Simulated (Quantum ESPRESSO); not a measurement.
# AlN (F-43m): a mode Grüneisen parameter, worked out

Wanted: a fit of frequency against volume for AlN (F-43m), tested on a run that is left out of it.

Calculated with Quantum ESPRESSO 7.5; DFT PBE, scalar-relativistic, plane waves, PseudoDojo norm-conserving pseudopotentials.

### Step 1. Set-up

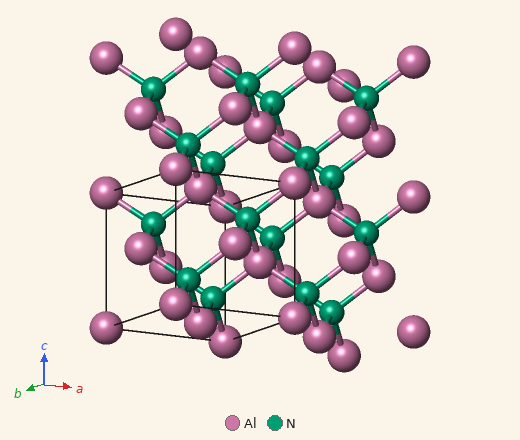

The starting structure, seen from a free direction (aluminium pink, nitrogen teal). 2×1×2 cells are drawn. This picture shows the conventional cell, with its axes. Bonds to atoms that aren't drawn are left out. Some periodic images of atoms are drawn too.

This is the cell after its relaxation at this level of theory, not the database cell from which that began.

### Step 2. Runs at several volumes

The relaxed cell is scaled uniformly; in this structure symmetry fixes all atoms, so nothing has to be relaxed anew. Each volume gets a ground state and a response at Γ. The mode followed is the highest one without the macroscopic field, of symmetry T2; longitudinal polar modes lie higher. Cutoff 92 Ry, k mesh 12×12×12.

From the response at V/V₀ = 0.97:

The program printed:

```text
[banners, grids, parts of the stress and lines that vanish by symmetry left out]
Program PHONON v.7.5
     Reading xml data from directory:

[...]
Exchange-correlation= PBE
                           (   1   4   3   4   0   0   0)
[...]
kinetic-energy cut-off    =      92.0000  Ry
     charge density cut-off    =     368.0000  Ry
     convergence threshold     =      1.0E-18
[...]
Exchange-correlation= PBE
                           (   1   4   3   4   0   0   0)
[...]
q = (   0.0000000   0.0000000   0.0000000 )
     25 Sym.Ops. (with q -> -q+G )
     G cutoff =  631.5967  (  16529 G-vectors)     FFT grid: ( 36, 36, 36)
     number of k points=    72
[...]
Mode symmetry, T_d (-43m)  point group:
[...]
Dielectric constant
[...]
End of electric fields calculation
          Dielectric constant in cartesian axis
          (       4.525011937      -0.000000000      -0.000000000 )
          (      -0.000000000       4.525011937       0.000000000 )
          (       0.000000000       0.000000000       4.525011937 )
          Effective charges (d Force / dE) in cartesian axis without acoustic sum rule applied (asr)
           atom    1  Al    Mean Z*:        2.52216
      Ex  (        2.52216       -0.00000        0.00000 )
      Ey  (       -0.00000        2.52216       -0.00000 )
      Ez  (        0.00000       -0.00000        2.52216 )
           atom    2  N     Mean Z*:       -2.52200
      Ex  (       -2.52200       -0.00000       -0.00000 )
      Ey  (       -0.00000       -2.52200       -0.00000 )
      Ez  (       -0.00000        0.00000       -2.52200 )
          Effective charges Sum: Mean:        0.00015
[...]
Effective charges (d Force / dE) in cartesian axis with asr applied:
           atom    1  Al    Mean Z*:        2.52208
[...]
atom    2  N     Mean Z*:       -2.52208
[...]
Representation #   1 modes #   1   2   3
[...]
End of self-consistent calculation
     Convergence has been achieved
     Representation #   2 modes #   4   5   6
[...]
End of self-consistent calculation
     Convergence has been achieved
[...]
Dielectric constant in cartesian axis
          (       4.525011937      -0.000000000      -0.000000000 )
          (      -0.000000000       4.525011937       0.000000000 )
          (       0.000000000       0.000000000       4.525011937 )
          Effective charges (d Force / dE) in cartesian axis without acoustic sum rule applied (asr)
           atom    1  Al    Mean Z*:        2.52216
      Ex  (        2.52216       -0.00000        0.00000 )
      Ey  (       -0.00000        2.52216       -0.00000 )
      Ez  (        0.00000       -0.00000        2.52216 )
           atom    2  N     Mean Z*:       -2.52200
      Ex  (       -2.52200       -0.00000       -0.00000 )
      Ey  (       -0.00000       -2.52200       -0.00000 )
      Ez  (       -0.00000        0.00000       -2.52200 )
          Effective charges Sum: Mean:        0.00015
[...]
Effective charges (d Force / dE) in cartesian axis with asr applied:
           atom    1  Al    Mean Z*:        2.52208
[...]
atom    2  N     Mean Z*:       -2.52208
[...]
q = (    0.000000000   0.000000000   0.000000000 )
[...]
freq (    1) =      -0.035584 [THz] =      -1.186946 [cm-1]
     freq (    2) =      -0.035584 [THz] =      -1.186946 [cm-1]
     freq (    3) =      -0.035584 [THz] =      -1.186946 [cm-1]
     freq (    4) =      20.129157 [THz] =     671.436405 [cm-1]
     freq (    5) =      20.129157 [THz] =     671.436405 [cm-1]
     freq (    6) =      20.129157 [THz] =     671.436405 [cm-1]
[...]
Mode symmetry, T_d (-43m)  point group:
     freq (   1-   3) =         -1.2  [cm-1]   --> T_2  G_15 P_4   I+R
     freq (   4-   6) =        671.4  [cm-1]   --> T_2  G_15 P_4   I+R

   JOB DONE.
```

One volume, V/V₀ = 1, is held back as a test.

| V/V₀ | volume (Å³/atom) | pressure (GPa) | ω (cm⁻¹) |
| --- | --- | --- | --- |
| 0.97 | 10.331 | 6.26 | 671.44 |
| 1 | 10.650 | 0.02 | held back |
| 1.03 | 10.970 | -5.36 | 615.32 |

### Step 3. The fit

The mode Grüneisen parameter is γ = −d ln ω / d ln V.

| ln(V/V₀) | ln ω |
| --- | --- |
| -0.0305 | 6.5094 |
| 0.0296 | 6.4221 |

A straight line through these points has the slope -1.454, so γ = 1.45; at V/V₀ = 1 it predicts ω = exp(6.4651 + 0.0000) = 642.35 cm⁻¹.

A parabola of pressure against ln V through V/V₀ = 0.97, 1 and 1.03 gives the bulk modulus B = −dP/d ln V = 193 GPa at V₀. With ω₀ from the fitted line the pressure coefficient follows as dω/dP = γ ω₀ / B = 1.45 × 642.3 / 193 = 4.83 cm⁻¹/GPa.

### Step 4. The run that was held back

The program printed:

```text
[banners, grids, parts of the stress and lines that vanish by symmetry left out]
[banner, memory and clock lines left out]
Program PHONON v.7.5

[...]
Exchange-correlation= PBE
                           (   1   4   3   4   0   0   0)
[...]
(   8 q-points):
[...]
kinetic-energy cut-off    =      92.0000  Ry
     charge density cut-off    =     368.0000  Ry
     convergence threshold     =      1.0E-18
[...]
Exchange-correlation= PBE
                           (   1   4   3   4   0   0   0)
[...]
q = (   0.0000000   0.0000000   0.0000000 )
     25 Sym.Ops. (with q -> -q+G )
     G cutoff =  644.5531  (  17153 G-vectors)     FFT grid: ( 36, 36, 36)
     number of k points=    72
[...]
Mode symmetry, T_d (-43m)  point group:
[...]
Dielectric constant
[...]
End of electric fields calculation
          Dielectric constant in cartesian axis
          (       4.581830068      -0.000000000      -0.000000000 )
          (      -0.000000000       4.581830068       0.000000000 )
          (      -0.000000000      -0.000000000       4.581830068 )
          Effective charges (d Force / dE) in cartesian axis without acoustic sum rule applied (asr)
           atom    1  Al    Mean Z*:        2.52648
      Ex  (        2.52648       -0.00000       -0.00000 )
      Ey  (       -0.00000        2.52648       -0.00000 )
      Ez  (       -0.00000        0.00000        2.52648 )
           atom    2  N     Mean Z*:       -2.52632
      Ex  (       -2.52632        0.00000        0.00000 )
      Ey  (        0.00000       -2.52632        0.00000 )
[...]
Convergence has been achieved
[...]
q = (    0.000000000  -1.000000000   0.000000000 )
[...]
freq (    5) =      19.418799 [THz] =     647.741400 [cm-1]
     freq (    6) =      20.932660 [THz] =     698.238368 [cm-1]
[...]
Mode symmetry, D_2d (-42m) point group:
     freq (   1-   2) =        333.7  [cm-1]   --> E    X_5  W_3
     freq (   3-   3) =        574.4  [cm-1]   --> B_2  X_3  W_2
     freq (   4-   5) =        647.7  [cm-1]   --> E    X_5  W_3
     freq (   6-   6) =        698.2  [cm-1]   --> A_1  X_1  W_1
[...]
Mode symmetry, S_4 (-4)    point group:
[...]
Convergence has been achieved
[...]
Convergence has been achieved
[...]
Convergence has been achieved
[...]
Convergence has been achieved
     Representation #   5 mode #   5
[...]
End of self-consistent calculation
     Convergence has been achieved
     Representation #   6 mode #   6
[...]
End of self-consistent calculation
     Convergence has been achieved
[...]
q = (   -0.500000000  -1.000000000   0.000000000 )
[...]
freq (    1) =      10.947381 [THz] =     365.165334 [cm-1]
     freq (    2) =      12.297836 [THz] =     410.211669 [cm-1]
     freq (    3) =      14.898670 [THz] =     496.966147 [cm-1]
     freq (    4) =      19.193746 [THz] =     640.234457 [cm-1]
     freq (    5) =      19.564471 [THz] =     652.600514 [cm-1]
     freq (    6) =      21.151307 [THz] =     705.531673 [cm-1]
[...]
Mode symmetry, S_4 (-4)    point group:
     freq (   1-   1) =        365.2  [cm-1]   --> B    W_3
     freq (   2-   2) =        410.2  [cm-1]   --> E    W_4
     freq (   3-   3) =        497.0  [cm-1]   --> E*   W_2
     freq (   4-   4) =        640.2  [cm-1]   --> A    W_1
     freq (   5-   5) =        652.6  [cm-1]   --> E    W_4
     freq (   6-   6) =        705.5  [cm-1]   --> B    W_3
```

It gives 642.56 cm⁻¹ against the predicted 642.35 cm⁻¹, a miss of 0.2 cm⁻¹.

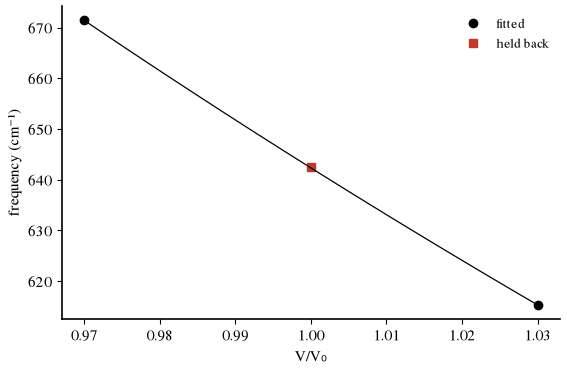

Frequency against volume, with the power-law fit.

### Step 5. Summary of results

| Property | Result |
| --- | --- |
| mode Grüneisen parameter | 1.454 |
| bulk modulus | 193 GPa |
| pressure coefficient | 4.83 cm⁻¹/GPa |

What this shows: The highest optical mode of AlN (F-43m) without the LO-TO term stiffens by 4.83 cm⁻¹ a GPa near the relaxed volume, with γ = 1.45. The power law meets all 3 runs within 0.04 %; between neighbouring volumes γ runs from 1.44 to 1.47. Such a coefficient turns a measured shift of this mode into a hydrostatic stress; uniaxial or biaxial stress splits the mode and needs deformation potentials. These are harmonic values at zero temperature for the structure held cubic, which a run at Γ can't show to be stable; the bulk modulus rests on three points.

[Host names and launcher messages were left out of these logs when they were recorded.]

[Logs are printed without paths, hosts, clocks, repeated set-up lines and the standing remarks that a program may print on its own settings, such as how far it seeks lower states.]

[Hosts, paths, dates, database ids (printed as entryN), source tags and the programs' standing remarks are cut or masked in the printed files.]
